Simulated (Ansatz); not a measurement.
Input

```
crystal:
  lattice:
    - [0.0, 2.11363, 2.179]
    - [2.11363, 0.0, 2.179]
    - [2.11363, 2.11363, 0.0]
  atoms:
    - { symbol: Ta, position: [0.5, 0.5, 0.5] }
    - { symbol: "N", position: [0.0, 0.0, 0.0] }
basis:
  ecutwfc: 420
kpoints:
  mp_grid: { grid: [18, 18, 18] }
hamiltonian:
  xc: pbe
scf:
  occupations: { method: gaussian, width: 0.15 }
output:
  forces: true
  stress: true
  eigenvalues: true
  write_density: true
  write_potential: true
  elf: true
  volumetric_format: npy
```

Command:

```sh
ansatz run input.yaml --threads 1 --pin off --max-ram 2560MiB --backend cpu --events-out ev --progress --plain --runs-dir out
```

Below, planes, directions and counts refer to the conventional cell (a = 2.99 Å, b = 2.99 Å, c = 4.36 Å, α = 90.00°, β = 90.00°, γ = 90.00°).

Space group I4/mmm; changed on purpose from its base cell (strain -0.0300 x Voigt [1, 1, 0, 0, 0, 0], atoms carried along); computed pressure about 43 GPa in this cell.

All numbers below come from Ansatz 0.2.0, DFT PBE, scalar-relativistic, plane waves, PAW.

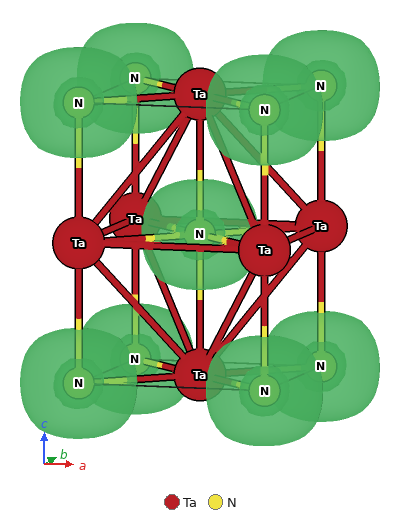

TaN. Isosurface of the electron localisation function at 0.6 (green), seen slightly off an axis. Core shells and regions of very low density are left out. Sticks mark near contacts.

Core electrons are frozen (PAW), and the valence fields are smoothed inside the atomic spheres.

### What do the ELF domains correspond to?

The surface consists of two regions wrapped around N (the valence shell of each), counted in one cell of 4 atoms. Regions shared between cells count once. Along the contacts the grid gives the following. Ta–N (2.11 Å): the ELF peaks at about 0.80 in the valence shell of N, 0.6 Å from its nucleus, and drops to about 0.15 between the two atoms (no localised pair shows between them). Ta–Ta (2.99 Å): the ELF is about 0.20 at the midpoint; no localised pair shows between them.
